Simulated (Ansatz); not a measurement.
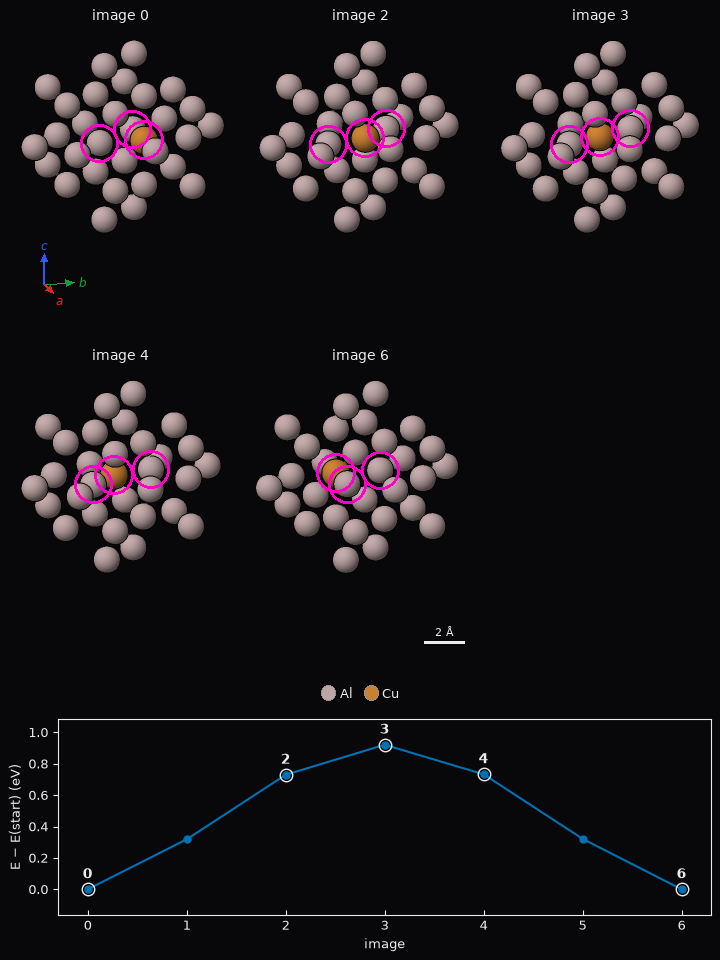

A search for the minimum-energy path of Al with an interstitial Cu (33 atoms in the cell) by the nudged elastic band. Images are numbered from 0 (start) to 6 (end). The picture is a spheres-only view of the atoms within 5.0 Å of the middle of the path, seen slightly off an axis. The atoms that move most are ringed.

These are results of DFT PBE-D3(BJ), scalar-relativistic, plane waves, PAW in Ansatz 0.2.0, not measurements. Run with plane-wave cutoff 420 eV; k-point mesh 3 × 3 × 3; Gaussian smearing 0.15 eV; 5 movable images; climbing image; force threshold 0.05 eV/Å; iteration limit 25; starting path by image-dependent pair potential.

Question: Describe the mechanism and the energy profile.

Answer: The two ends have the same energy, and the highest point, image 3, lies 0.92 eV above the start. The Cu atom travels furthest, 2.87 Å from end to end, along [−1 −1 0], on a path that bends up to 0.19 Å away from the straight line. At the highest image its nearest neighbour (Al) is 2.24 Å away, against 2.33 Å at the start, and the surrounding atoms stand up to 0.74 Å off the mean of their end positions. The band converged in 11 iterations. The largest component of the band force went from 3.2 to 0.041 eV/Å. The climbing image converged on the top of the path. A check of its curvatures found one unstable direction (−1.4 eV/Å²), as a transition state must have.

Limits of the set-up: the periodic images lie only 8.1 Å apart, so the values are limited by the cell's size.

The run took 28 min on 4 threads of Intel(R) Xeon(R) Platinum 8488C (Sapphire Rapids) (shared host), peak memory 5.2 GiB.

PAW datasets: the set soft_1.
